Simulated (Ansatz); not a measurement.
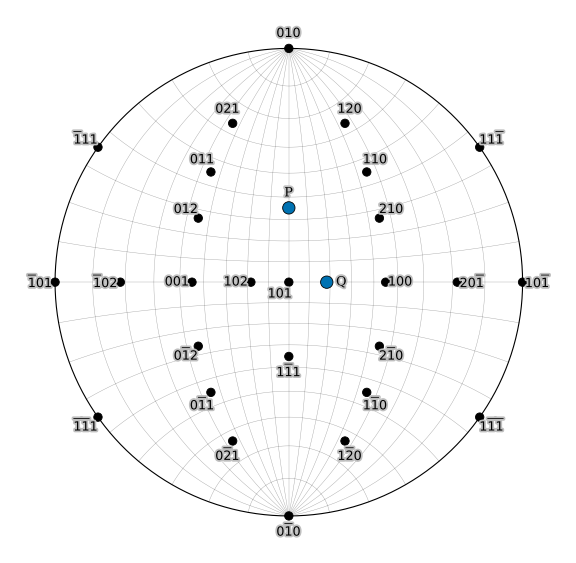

Stereographic projection of plane normals (upper hemisphere) centred on (1 0 1). Crystal: Al, coordinates from a relaxation with DFT, LDA (PW92), plane waves (420 eV) with PAW, scalar-relativistic in Ansatz 0.2.0; the starting structure was generated, so it need not be a known form of this composition. Symmetry computed with spglib at a tolerance of 0.002 Å; standard conventional cell.

a = 5.064 Å, b = 5.064 Å, c = 5.064 Å, α = 90.00°, β = 90.00°, γ = 90.00°.

### Index the poles marked P, Q.

P is (1 1 1), 35.3° from the centre; Q is (2 0 1), 18.4° from the centre.

### What is the angle between the normals of (1 −1 0) and (2 −1 0), and what are their d_hkl = 1/|g|?

18.4°; d = 3.580 Å and 2.264 Å.
